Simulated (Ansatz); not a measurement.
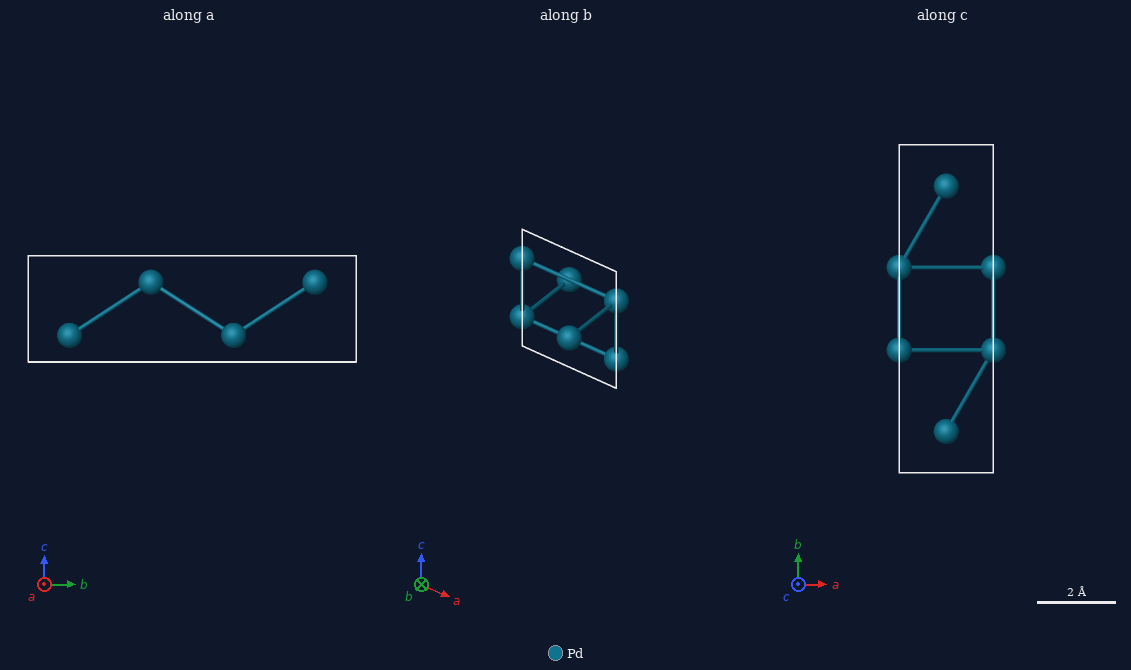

Drawn in the ball-and-stick manner and seen along the a axis, along the b axis and along the c axis. The frame is the conventional unit cell; atoms at its boundary are shown with their periodic copies.

Lattice parameters: a = 2.666 Å, b = 8.461 Å, c = 3.008 Å, α = 90.00°, β = 114.27°, γ = 90.00°. Put a along x and b in the xy plane.

Set out the cell and atoms as a POSCAR file, with free fractional coordinates to two decimals.

Answer.
```
Pd
1.0
     2.666    0.000    0.000
     0.000    8.461    0.000
    -1.236    0.000    2.742
Pd
4
Direct
  0.50 0.87 0.75
  0.00 0.63 0.25
  0.00 0.37 0.75
  0.50 0.13 0.25
```

Source of the structure: a structure type filled with this element by a generator (whether the element takes this form wasn't checked). A relaxation with DFT, r2SCAN, plane waves (500 eV) with PAW, scalar-relativistic in Ansatz 0.2.0 was begun but didn't finish; this is its last step.
